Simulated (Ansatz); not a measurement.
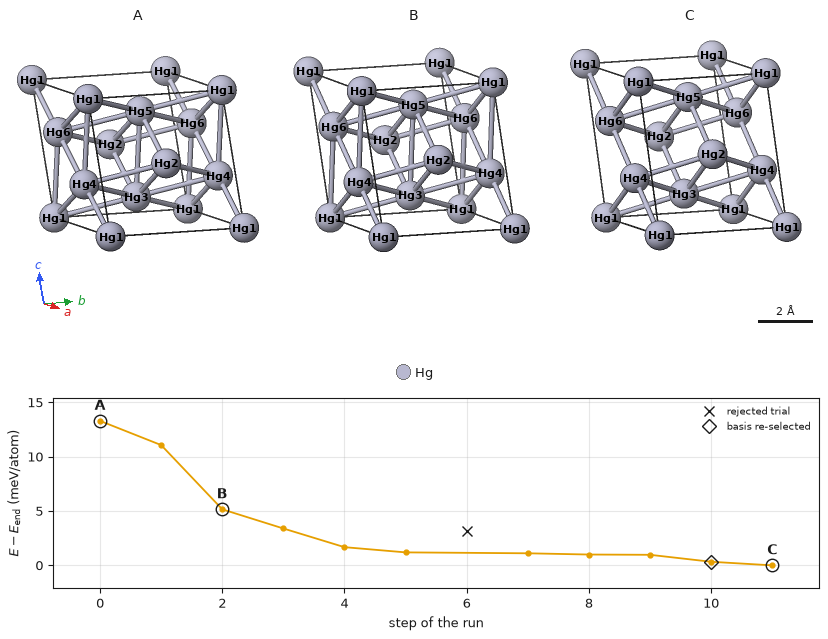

Frames of a relaxation of solid Hg (set up in C2/m), marked on the history of the run. Style: ball-and-stick. Shown: the cell of the calculation, slightly off an axis.

The calculation used DFT PBEsol, scalar-relativistic, plane waves, PAW in Ansatz.

Input
```yaml
crystal:
  lattice:
    - [5.2237571558, 0.0, 0.1386105097]
    - [0.0, 5.4916984002, 0.0]
    - [-2.2060769325, 0.0, 4.891357884]
  atoms:
    - { symbol: Hg, position: [0.0, 0.0, 0.0] }
    - { symbol: Hg, position: [0.0, 0.5, 0.5] }
    - { symbol: Hg, position: [0.3333016353, 0.5000002335, 0.166687481] }
    - { symbol: Hg, position: [0.6666983647, 1.0000002335, 0.333312519] }
    - { symbol: Hg, position: [0.6666983647, 0.4999997665, 0.833312519] }
    - { symbol: Hg, position: [0.3333016353, -2.335e-07, 0.666687481] }
basis:
  ecutwfc: 420
kpoints:
  mp_grid: { grid: [8, 8, 8] }
hamiltonian:
  xc: pbesol
scf:
  occupations: { method: gaussian, width: 0.1 }
output:
  forces: true
  stress: true
  eigenvalues: true
relax:
  adjacent_minimum: "off"
  f_tol: 0.005
  max_steps: 80
  cell: { stress_tol: 0.05 }
```

Launched with:
```bash
ansatz run input.yaml --threads 1 --pin off --max-ram 2560MiB --backend cpu --events-out ev --progress --plain --runs-dir out
```

Question: What happens along the run?

Answer: The run was cut off at its time limit before the program reported convergence, but its last step already meets the force threshold: the largest component is under 0.0001 eV/Å against 0.005 eV/Å. The pressure is within 0.04 GPa of its target. The energy falls by 13.3 meV per atom in 9 accepted moves (11 points after the start). The largest force component goes from 0.0012 to under 0.0001 eV/Å. Pressure: 0.04 GPa at the start and 0.04 GPa at the end. The line search rejected the trial step at point 6 of the run. At 1 point the geometry stayed and the basis and grid were re-selected for the new cell (energy shift of 0.6 meV per atom at most each time). No atom moves by more than 0.005 Å relative to the cell. The volume changes by +1.8 %, with a 5.226 → 4.958 Å (−5.1 %), b 5.492 → 5.225 Å (−4.9 %), c 5.366 → 5.910 Å (+10.1 %), β 112.8° → 109.2°. Some distances before and after: Hg1–Hg4 3.318 → 3.737 Å, Hg1–Hg3 3.189 → 3.075 Å, Hg1–Hg4 (another image) 2.940 → 2.959 Å. The space group stays C2/m (No. 12). The run took 19 min on 1 thread of Arm Neoverse V1, with other jobs on the host, peak memory 1.2 GiB. From step 0 to 2: volume −1.2 %, energy −8.1 meV per atom. From step 2 to 11: volume +3.1 %, energy −5.2 meV per atom.
